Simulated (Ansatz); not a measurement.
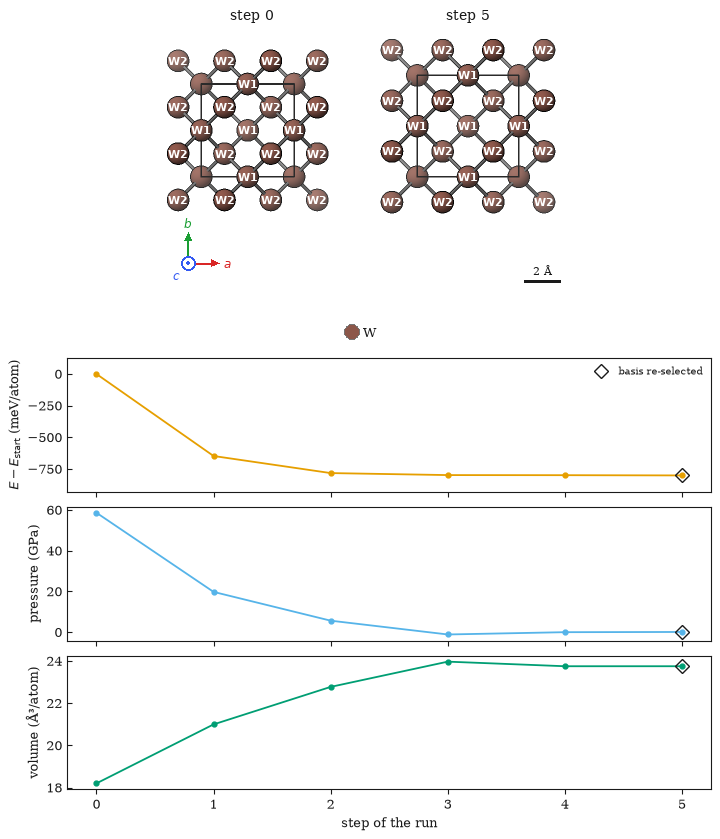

First and last geometry of a relaxation of a crystal of W (built on the diamond_227 type) (coarse preliminary run), with the history of the run. The picture is a ball-and-stick view of the conventional cell (4 times the calculation's cell), seen along the c axis. Lengths and directions refer to the drawn axes.

Case: diamond type (Fd-3m, No. 227).

Level of theory: DFT PBEsol, scalar-relativistic, plane waves, PAW in Ansatz 0.2.0. (plane-wave cutoff 420 eV; k-point mesh 6 × 6 × 6; occupations gaussian; smearing width 0.1 eV; no spin polarisation; cell and atoms relaxed; force threshold 0.04 eV/Å; at most 70 steps)

Did the run converge, and what did it change?

Answer. It converged. The atoms keep their places relative to the cell (all moves are under 0.005 Å). Cell: a = b = c 5.261 → 5.749 Å (+9.3 %). Volume +30.5 %. Some distances before and after: W1–W2 2.278 → 2.489 Å. The space group stays Fd-3m (No. 227). After 4 accepted moves (5 points after the start) the energy has fallen by 801 meV per atom. All forces vanish by symmetry, so only the cell relaxes. The pressure goes from 58.64 to 0.12 GPa. The SCF was repeated once at an unchanged geometry on a basis and grid sized afresh for the cell, which shifted the energy by 1.9 meV per atom at most.
